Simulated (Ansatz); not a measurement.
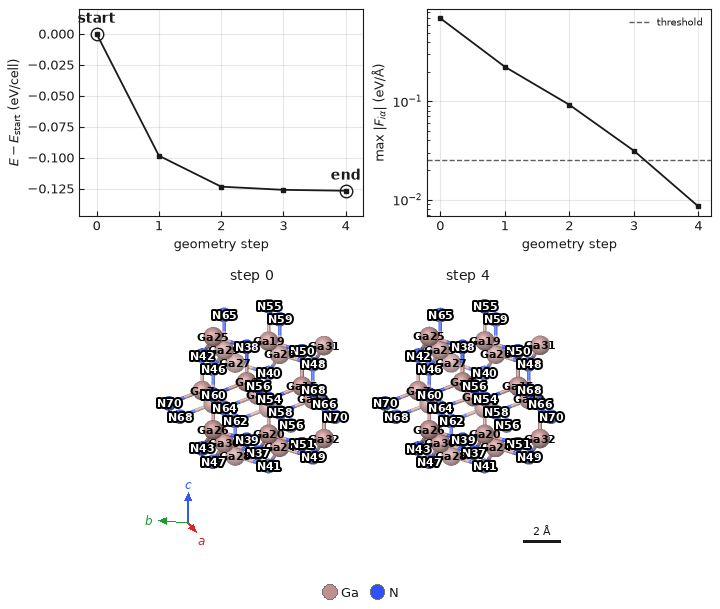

First and last geometry of a relaxation of a defect cell of composition Ga36N35 (coarse preliminary run), with the history of the run. A ball-and-stick model of the atoms within 5.0 Å of the atom that moves most (axes of the cell of the calculation), seen from a free direction.

Case: N vacancy (site b), charge +0, atoms relaxed at the host's cell.

Method: DFT PBE, scalar-relativistic, plane waves, PAW (Ansatz 0.2.0). Set-up: plane-wave cutoff 420 eV; k-point mesh 1 × 1 × 1; occupations gaussian; smearing width 0.01 eV; collinear spin; atoms relaxed in a fixed cell; force threshold 0.025 eV/Å; at most 45 steps.

Question: What do the curves and the structures tell?

Answer: It converged. Over 4 geometry steps the energy falls by 0.127 eV per cell of the calculation. Largest force component: 0.7 eV/Å at the start, 0.0085 eV/Å at the end. A Ga atom moves most: 0.097 Å along −c. Largest moves by element: Ga 0.097 Å, N 0.014 Å. The cell stays as it was. Near-neighbour distances that change, for instance: Ga–N 1.967 → 1.932 Å, Ga–N 1.975 → 1.998 Å, Ga–N 1.975 → 1.954 Å, Ga–N 1.967 → 1.973 Å. Among the angles between lasting bonds that change: Ga–N–Ga 109.2° → 106.2°, N–Ga–N 109.8° → 112.6°. Cost: 2.7 min on 4 threads of Intel(R) Xeon(R) Processor @ 2.50GHz (Skylake/Cascade Lake), on a shared host, peak memory 2.1 GiB.
